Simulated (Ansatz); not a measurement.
System TiO2 (space group I4_1/amd, No. 141); source of the atomic positions: the end point of a relaxation with Ansatz, DFT, PBE, plane waves, PAW.

```
CELL_PARAMETERS angstrom
3.79889 0.00000 0.00000
0.00000 3.79889 0.00000
0.00000 0.00000 9.70019
ATOMIC_POSITIONS crystal
Ti 0.00000 0.00000 0.00000
Ti 0.00000 0.50000 0.25000
O 0.00000 0.00000 0.20646
O 0.00000 0.50000 0.45646
O 0.00000 0.50000 0.04354
O 0.50000 0.50000 0.29354
Ti 0.50000 0.50000 0.50000
Ti 0.50000 0.00000 0.75000
O 0.50000 0.50000 0.70646
O 0.50000 0.00000 0.95646
O 0.50000 0.00000 0.54354
O 0.00000 0.00000 0.79354
```

Bonds are taken as O–Ti below 2.3 Å; no other contact counts. Atoms with one bond or none are removed and atoms with two bonds are replaced by edges, until no such atom is left.

What net does this leave?

The result is a binodal (3,6)-connected, three-periodic net: O is a 3-connected node; Ti is a 6-connected node, in the ratio 2:1. It is the ant net, known from anatase. It is a single net, without interpenetration.

```tsv
node	links	point symbol	coordination sequence
O	3	4²·6	3 13 16 54 42 119 81 210
Ti	6	4⁴·6²·8⁸·10	6 8 32 28 84 60 162 106
```

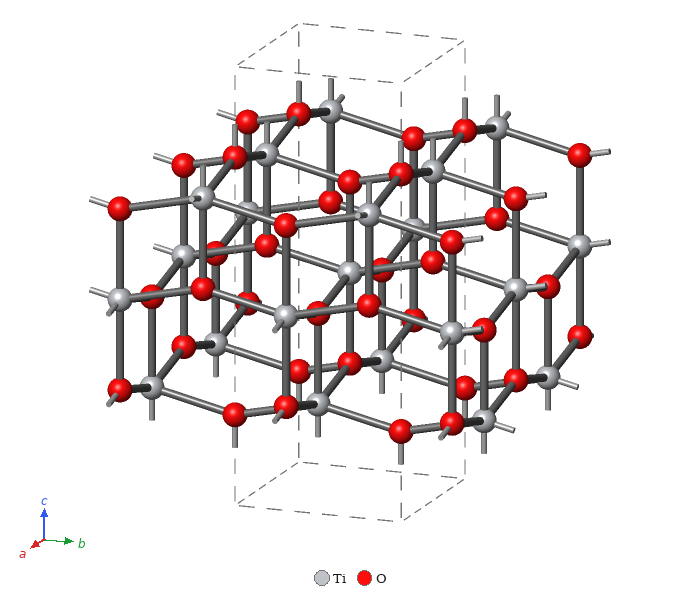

Nodes are coloured by element. Edges to nodes outside the piece are drawn as stubs.
